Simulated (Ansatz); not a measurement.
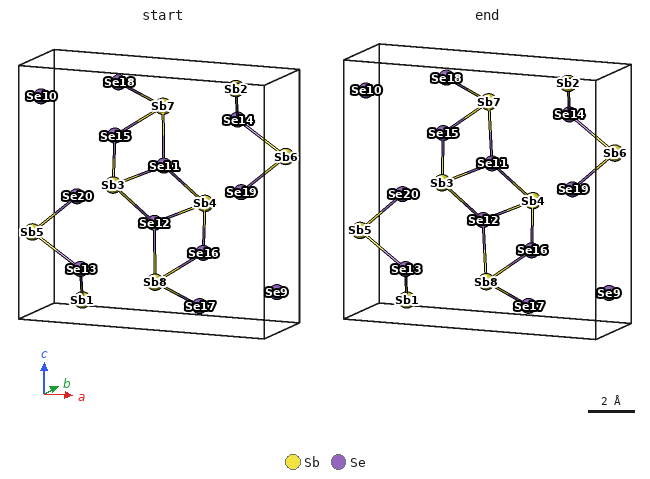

The structure of crystalline Sb2Se3 (built on the database structure type) before (left) and after (right) a relaxation, at one scale.

Style: ball-and-stick. Shown: the cell of the calculation, slightly off an axis.

The calculation used Ansatz 0.2.0, DFT, r2SCAN+rVV10, plane waves, PAW. Set-up: plane-wave cutoff 500 eV; k-point mesh 2 × 6 × 2; occupations fermi dirac; smearing width 0.02 eV; no spin polarisation; cell and atoms relaxed; force threshold 0.005 eV/Å.

### Summarise the run.

The largest moves relative to the cell, 0.12 Å, are those of Sb5, Sb6, Sb7 and Sb8. Sb5 goes along +a. Largest moves by element: Sb 0.12 Å, Se 0.09 Å. Cell: a 11.698 → 12.023 Å (+2.8 %), b unchanged at 3.989 Å, c 11.338 → 11.587 Å (+2.2 %). Volume +5.0 %. Some distances before and after: Sb5–Se19 3.077 → 3.225 Å, Sb5–Se9 3.118 → 3.217 Å, Sb5–Se13 2.730 → 2.672 Å, Sb1–Se9 2.636 → 2.597 Å. Among the angles between lasting bonds that change: Se16–Sb8–Se18 157.4° → 161.9°, Se16–Sb8–Se17 82.6° → 86.5°, Sb6–Se10–Sb6 79.5° → 76.6°. The space group stays Pnma (No. 62). After 4 accepted moves (8 points after the start) the energy has fallen by 8.8 meV per atom. Largest force component: 0.27 eV/Å at the start, 0.0031 eV/Å at the end. Pressure: 0.45 GPa at the start and 0.00 GPa at the end. The line search rejected the trial steps at points 1, 3, 5 of the run. The SCF was repeated once at an unchanged geometry on a basis and grid sized afresh for the cell, which shifted the energy by 0.1 meV per atom at most.
